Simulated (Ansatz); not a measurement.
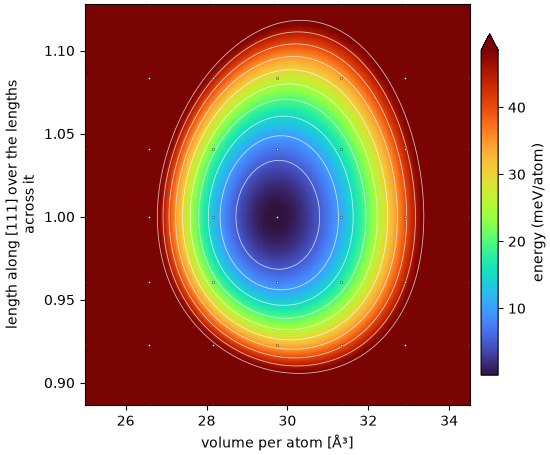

CdSe (F-43m, No. 216; 2 atoms in the cell). The energy is mapped over volume and the cell's shape. First axis: volume per atom. Second axis: length along [111] over the lengths across it, relative to the cubic cell. Nothing is relaxed (fractional coordinates fixed). The grid has 7 × 7 points. Points are written as (first, second). All energies are given in meV/atom relative to the lowest grid point. All numbers below come from Ansatz, DFT PBE, scalar-relativistic, plane waves, PAW. Settings: cutoff 420 eV, k-mesh 10×10×10, gaussian smearing 0.05 eV, no spin polarisation.

In the figure: a smooth colour map with a few white contour lines, dots at the grid points, one colour for all values above the top of the scale. Between grid points the surface is interpolated.

Where is the minimum, and how stiff is the well along each coordinate?

The interpolated minimum is at volume per atom ≈ 29.75 Å³, the second coordinate ≈ 1.000. The curvatures there are about 0.019 eV/(Å³)² and 19 eV, with a cross term of about 0 eV/Å³ (per cell of 2 atoms). Round the minimum the two coordinates are nearly uncoupled.
